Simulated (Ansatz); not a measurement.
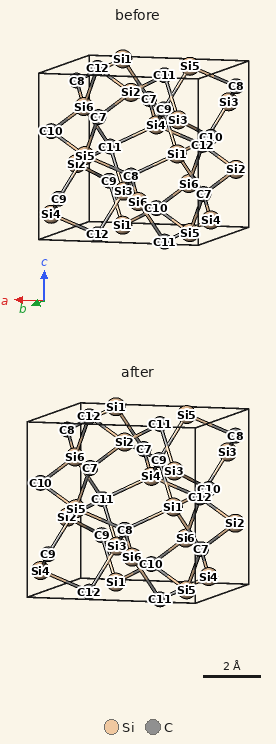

The structure of crystalline SiC (a generated structure, set up in I-43d) (coarse preliminary run) before (top) and after (bottom) a relaxation, at one scale.

The picture is a ball-and-stick view of the conventional cell (2 times the calculation's cell), seen from a free direction. Lengths and directions refer to the drawn axes.

Method: Ansatz, DFT PBE, scalar-relativistic, plane waves, PAW.

Input
```yaml
crystal:
  lattice:
    - [-2.97939602, 2.97939602, 2.97939602]
    - [2.97939602, -2.97939602, 2.97939602]
    - [2.97939602, 2.97939602, -2.97939602]
  atoms:
    - { symbol: Si, position: [0.125, 0.75, 0.875] }
    - { symbol: Si, position: [0.625, 0.375, 0.25] }
    - { symbol: Si, position: [0.75, 0.875, 0.125] }
    - { symbol: Si, position: [0.875, 0.125, 0.75] }
    - { symbol: Si, position: [0.375, 0.25, 0.625] }
    - { symbol: Si, position: [0.25, 0.625, 0.375] }
    - { symbol: C, position: [0.75, 0.375, 0.625] }
    - { symbol: C, position: [0.125, 0.875, 0.25] }
    - { symbol: C, position: [0.25, 0.125, 0.875] }
    - { symbol: C, position: [0.375, 0.625, 0.75] }
    - { symbol: C, position: [0.875, 0.25, 0.125] }
    - { symbol: C, position: [0.625, 0.75, 0.375] }
basis:
  ecutwfc: 420
kpoints:
  mp_grid: { grid: [4, 4, 4] }
hamiltonian:
  xc: pbe
scf:
  occupations: { method: gaussian, width: 0.1 }
  lower_state_search: "off"
output:
  forces: true
  stress: true
  eigenvalues: true
relax:
  adjacent_minimum: "off"
  f_tol: 0.04
  max_steps: 70
  cell: { stress_tol: 0.4 }
```

Run as
```bash
ansatz run input.yaml --threads 1 --pin off --max-ram 2560MiB --backend cpu --events-out ev --progress --plain --runs-dir out
```

Q: Describe what moved and what it gained.

A: No atom moves by more than 0.005 Å relative to the cell. Cell: a = b = c 5.959 → 6.283 Å (+5.4 %). Volume +17.2 %. Among the contacts that change: Si1–C10 1.824 → 1.924 Å. The space group stays I-43d (No. 220). Over 4 accepted moves (6 points after the start) the energy falls by 188 meV per atom. All forces vanish by symmetry, so only the cell relaxes. Pressure: 45.27 GPa at the start and 0.03 GPa at the end. The SCF was repeated twice at an unchanged geometry on a basis and grid sized afresh for the cell, which shifted the energy by 5.5 meV per atom at most.
